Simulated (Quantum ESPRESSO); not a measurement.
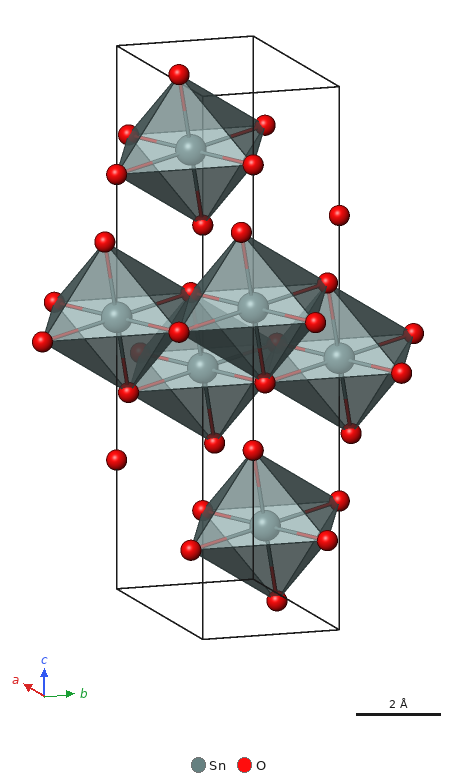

*The structure (polyhedral view of the cell 3 times as large as that of the calculation, set on its symmetry axes, seen at an oblique angle; polyhedra are completed across the faces of the cell).*

SnO$_{2}$: single-point calculation

The run: single-point calculation of SnO$_{2}$ (R-3m, 3 atoms in the cell). Method and program: Kohn-Sham DFT of a periodic cell, PBEsol, GBRV 1.5 PBEsol, no spin polarisation (Quantum ESPRESSO 7.5).

The structure derives from a Materials Project entry. The volume is scaled by 1.06.

The input
```
&CONTROL
  calculation = 'scf'
  prefix = 'pwscf'
  outdir = './tmp'
  pseudo_dir = './pseudo'
  tprnfor = .true.
  tstress = .true.
  disk_io = 'nowf'
/
&SYSTEM
  ibrav = 0
  nat = 3
  ntyp = 2
  ecutwfc = 68
  ecutrho = 544
  nbnd = 20
  occupations = 'smearing'
  smearing = 'fd'
  degauss = 0.00367493
/
&ELECTRONS
  conv_thr = 6d-10
  electron_maxstep = 120
  mixing_beta = 0.5
/
ATOMIC_SPECIES
Sn   118.7100 sn_pbesol_v1.4.uspp.F.UPF
O     15.9990 o_pbesol_v1.2.uspp.F.UPF
CELL_PARAMETERS angstrom
   1.6488088345    0.9519402245    4.8947457539
  -1.6488088345    0.9519402245    4.8947457539
   0.0000000000   -1.9038804490    4.8947457539
ATOMIC_POSITIONS crystal
Sn     0.5000000000    0.5000000000    0.5000000000
O      0.7628300000    0.7628300000    0.7628300000
O      0.2371700000    0.2371700000    0.2371700000
K_POINTS automatic
10 10 10 0 0 0
```

Command:
```bash
OMP_NUM_THREADS=1 mpirun -n 2 pw.x -nk 2 -in pw.in > pw.out
```

The program's output
```
This program is part of the open-source Quantum ESPRESSO suite
     for quantum simulation of materials; please cite
         "P. Giannozzi et al., J. Phys.:Condens. Matter 21 395502 (2009);
         "P. Giannozzi et al., J. Phys.:Condens. Matter 29 465901 (2017);
         "P. Giannozzi et al., J. Chem. Phys. 152 154105 (2020);
          URL
     in publications or presentations arising from this work. More details at

     Message from routine setup:
     using ibrav=0 with symmetry is DISCOURAGED, use correct ibrav instead

     K-points division:     npool     =       2
     Subspace diagonalization in iterative solution of the eigenvalue problem:
     a serial algorithm will be used

     G-vector sticks info
     --------------------
     sticks:   dense  smooth     PW     G-vecs:    dense   smooth      PW
     Sum        2539    1269    403                66567    23563    4239

     Using Slab Decomposition

     bravais-lattice index     =            0
     lattice parameter (alat)  =       9.9248  a.u.
     unit-cell volume          =     311.0699 (a.u.)^3
     number of atoms/cell      =            3
     number of atomic types    =            2
     number of electrons       =        26.00
     number of Kohn-Sham states=           20
     kinetic-energy cutoff     =      68.0000  Ry
     charge density cutoff     =     544.0000  Ry
     scf convergence threshold =      6.0E-10
     mixing beta               =       0.5000
     number of iterations used =            8  plain     mixing
     Exchange-correlation= SLA  PW   PSX  PSC
                           (   1   4  10   8   0   0   0)

     celldm(1)=   9.924804  celldm(2)=   0.000000  celldm(3)=   0.000000
     celldm(4)=   0.000000  celldm(5)=   0.000000  celldm(6)=   0.000000

     crystal axes: (cart. coord. in units of alat)
               a(1) = (   0.313940   0.181254   0.931981 )
               a(2) = (  -0.313940   0.181254   0.931981 )
               a(3) = (   0.000000  -0.362507   0.931981 )

     reciprocal axes: (cart. coord. in units 2 pi/alat)
               b(1) = (  1.592659  0.919522  0.357661 )
               b(2) = ( -1.592659  0.919522  0.357661 )
               b(3) = (  0.000000 -1.839044  0.357661 )

     PseudoPot. # 1 for Sn read from file:
     sn_pbesol_v1.4.uspp.F.UPF
     Pseudo is Ultrasoft + core correction, Zval = 14.0
     Generated by new atomic code, or converted to UPF format
     Using radial grid of  891 points,  6 beta functions with:
                l(1) =   0
                l(2) =   0
                l(3) =   1
                l(4) =   1
                l(5) =   2
                l(6) =   2
     Q(r) pseudized with  8 coefficients,  rinner =    1.350   1.350   1.350
                                                       1.350   1.350

     PseudoPot. # 2 for O  read from file:
     o_pbesol_v1.2.uspp.F.UPF
     Pseudo is Ultrasoft + core correction, Zval =  6.0
     Generated by new atomic code, or converted to UPF format
     Using radial grid of  737 points,  5 beta functions with:
                l(1) =   0
                l(2) =   0
                l(3) =   1
                l(4) =   1
                l(5) =   2
     Q(r) pseudized with  8 coefficients,  rinner =    0.900   0.900   0.900
                                                       0.900   0.900

     atomic species   valence    mass     pseudopotential
     Sn               14.00   118.71000     Sn( 1.00)
     O                 6.00    15.99900     O ( 1.00)

     12 Sym. Ops., with inversion, found

   Cartesian axes

     site n.     atom                  positions (alat units)
         1        Sn     tau(   1) = (   0.0000000   0.0000000   1.3979715  )
         2        O      tau(   2) = (  -0.0000000   0.0000000   2.1328292  )
         3        O      tau(   3) = (   0.0000000   0.0000000   0.6631138  )

     number of k points=   116  Fermi-Dirac smearing, width (Ry)=  0.0037

     Number of k-points >= 100: set verbosity='high' to print them.

     Dense  grid:    66567 G-vectors     FFT dimensions: (  75,  75,  75)

     Smooth grid:    23563 G-vectors     FFT dimensions: (  54,  54,  54)

     Check: negative core charge=   -0.000002

     Initial potential from superposition of free atoms

     starting charge      25.0000, renormalised to      26.0000
     Starting wfcs are   17 randomized atomic wfcs +    3 random wfcs

     Self-consistent Calculation

     iteration #  1     ecut=    68.00 Ry     beta= 0.50
     Davidson diagonalization with overlap
     ethr =  1.00E-02,  avg # of iterations =  6.7

     total energy              =    -223.16685768 Ry
     estimated scf accuracy    <       0.79901518 Ry

     iteration #  2     ecut=    68.00 Ry     beta= 0.50
     Davidson diagonalization with overlap
     ethr =  3.07E-03,  avg # of iterations =  2.0

     total energy              =    -223.37243185 Ry
     estimated scf accuracy    <       0.22073286 Ry

     iteration #  3     ecut=    68.00 Ry     beta= 0.50
     Davidson diagonalization with overlap
     ethr =  8.49E-04,  avg # of iterations =  2.0

     total energy              =    -223.41339854 Ry
     estimated scf accuracy    <       0.00894815 Ry

     iteration #  4     ecut=    68.00 Ry     beta= 0.50
     Davidson diagonalization with overlap
     ethr =  3.44E-05,  avg # of iterations =  4.1

     total energy              =    -223.41428346 Ry
     estimated scf accuracy    <       0.00080327 Ry

     iteration #  5     ecut=    68.00 Ry     beta= 0.50
     Davidson diagonalization with overlap
     ethr =  3.09E-06,  avg # of iterations =  3.7

     total energy              =    -223.41440332 Ry
     estimated scf accuracy    <       0.00001968 Ry

     iteration #  6     ecut=    68.00 Ry     beta= 0.50
     Davidson diagonalization with overlap
     ethr =  7.57E-08,  avg # of iterations =  3.1

     total energy              =    -223.41441300 Ry
     estimated scf accuracy    <       0.00000191 Ry

     iteration #  7     ecut=    68.00 Ry     beta= 0.50
     Davidson diagonalization with overlap
     ethr =  7.36E-09,  avg # of iterations =  2.4

     total energy              =    -223.41441383 Ry
     estimated scf accuracy    <       0.00000029 Ry

     iteration #  8     ecut=    68.00 Ry     beta= 0.50
     Davidson diagonalization with overlap
     ethr =  1.13E-09,  avg # of iterations =  2.2

     total energy              =    -223.41441393 Ry
     estimated scf accuracy    <          1.8E-09 Ry

     iteration #  9     ecut=    68.00 Ry     beta= 0.50
     Davidson diagonalization with overlap
     ethr =  6.77E-12,  avg # of iterations =  6.0

     total energy              =    -223.41441394 Ry
     estimated scf accuracy    <          1.6E-09 Ry

     iteration # 10     ecut=    68.00 Ry     beta= 0.50
     Davidson diagonalization with overlap
     ethr =  6.31E-12,  avg # of iterations =  2.0

     End of self-consistent calculation

     Number of k-points >= 100: set verbosity='high' to print the bands.

     the Fermi energy is     6.1839 ev

!    total energy              =    -223.41441394 Ry
     estimated scf accuracy    <          4.1E-11 Ry
     smearing contrib. (-TS)   =      -0.00000000 Ry
     internal energy E=F+TS    =    -223.41441394 Ry

     The total energy is F=E-TS. E is the sum of the following terms:
     one-electron contribution =    -110.22986364 Ry
     hartree contribution      =      71.82596479 Ry
     xc contribution           =     -56.95189687 Ry
     ewald contribution        =    -128.05861822 Ry

     convergence has been achieved in  10 iterations

     Forces acting on atoms (cartesian axes, Ry/au):

     atom    1 type  1   force =     0.00000000    0.00000000    0.00000000
     atom    2 type  2   force =    -0.00000000    0.00000000    0.03530672
     atom    3 type  2   force =    -0.00000000    0.00000000   -0.03530672

     Total force =     0.049931     Total SCF correction =     0.000001

     Computing stress (Cartesian axis) and pressure

          total   stress  (Ry/bohr**3)                   (kbar)     P=     -116.85
  -0.00093349  -0.00000000  -0.00000000         -137.32       -0.00       -0.00
  -0.00000000  -0.00093349  -0.00000000           -0.00     -137.32       -0.00
  -0.00000000  -0.00000000  -0.00051595           -0.00       -0.00      -75.90

=------------------------------------------------------------------------------=
   JOB DONE.
=------------------------------------------------------------------------------=
```

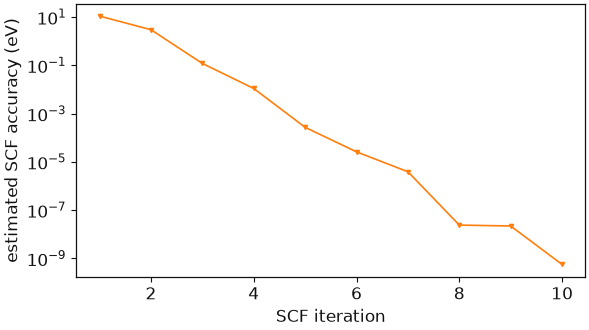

*Convergence of the self-consistent field: estimated SCF accuracy against the iteration.*

The field takes 10 iterations in all.

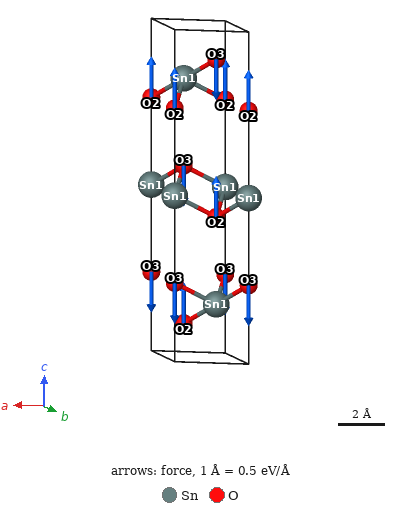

*Forces on the atoms as blue arrows (ball-and-stick view of the cell 3 times as large as that of the calculation, set on its symmetry axes, seen at an oblique angle; atoms are numbered from 1 in the order of the input).*

The largest act on O2, O3 (0.91 eV/Å). The geometry is not a stationary point of this energy.

Results in brief

- outcome: converged
- space group (tolerance 0.01 Å): R-3m (166)
- electrons treated: 26
- free energy: −3039.7080 eV
- Fermi energy: 6.184 eV
- gap on the k-point mesh: 1.52 eV
- pressure: −11.68 GPa
- largest force (length of the vector): 0.908 eV/Å
- hardware: 2 threads of Intel Xeon (Sapphire Rapids), 64 GiB of memory available, shared host
- wall time: 95 s (CPU time 3.1 min)
- peak memory: 0.5 GiB

Remarks

The cell is under a tension of 11.7 GPa at this level, so it is not at its equilibrium volume.
